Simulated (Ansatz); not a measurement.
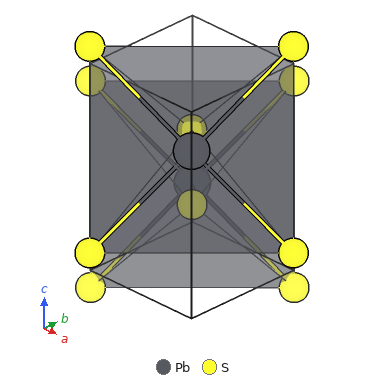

System: PbS, space group Cmcm (No. 63). The picture shows the cell.

The given structure:
```
CELL_PARAMETERS angstrom
2.07995 -5.99130 0.00000
2.07995 5.99130 0.00000
0.00000 0.00000 4.27932
ATOMIC_POSITIONS crystal
Pb 0.86944 0.13056 0.75000
Pb 0.13056 0.86944 0.25000
S 0.64520 0.35480 0.75000
S 0.35480 0.64520 0.25000
```

Calculation (Ansatz 0.2.0): homogeneous strain of a crystal along one Voigt pattern with engineering shear, fractional coordinates fixed, by plane-wave density functional theory with PAW datasets, free energies less that of the undisturbed cell; scalar-relativistic. Level: PBEsol, no spin polarisation.

wave cutoff 420 eV; k mesh 8×8×6; occupations Gaussian; smearing width 0.05 eV; k shift (0, 0, 0) (mesh steps); start as given; strain pattern (0, 0, 0, 0, 1, 0) (xx yy zz yz xz xy with engineering shear).

The points at strain −0.015, −0.005, 0.01 and 0.02 follow from computed ones by symmetry.

What does the calculation give for the energy change and tensile stress summed over the strain pattern against strain? The strain takes the values −0.0200, −0.0150, −0.0100, −0.0050, 0.0000, 0.0050, 0.0075, 0.0100, 0.0125, 0.0150, 0.0175, 0.0200.

The energy change is 1.73 meV/atom at strain −0.0200 and 1.73 meV/atom at 0.0200; the lowest computed point is at strain 0.0000 (0.00 meV/atom), and no other minimum shows. The tensile stress summed over the strain pattern rises from −1.059 GPa at strain −0.0200 to 1.059 GPa at 0.0200, and changes sign near 0.0000. The slope of stress against strain at the start, which at zero pressure is the clamped-ion constant C55, is 52.9 GPa. The second derivative of tensile stress is 0 GPa. The tensile stress at start is 0 GPa.

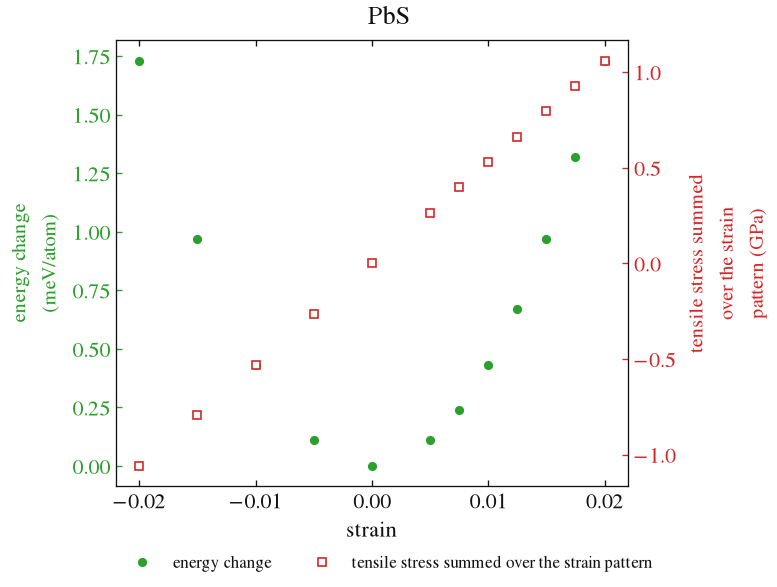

Keep in mind: reference crystal is not relaxed.
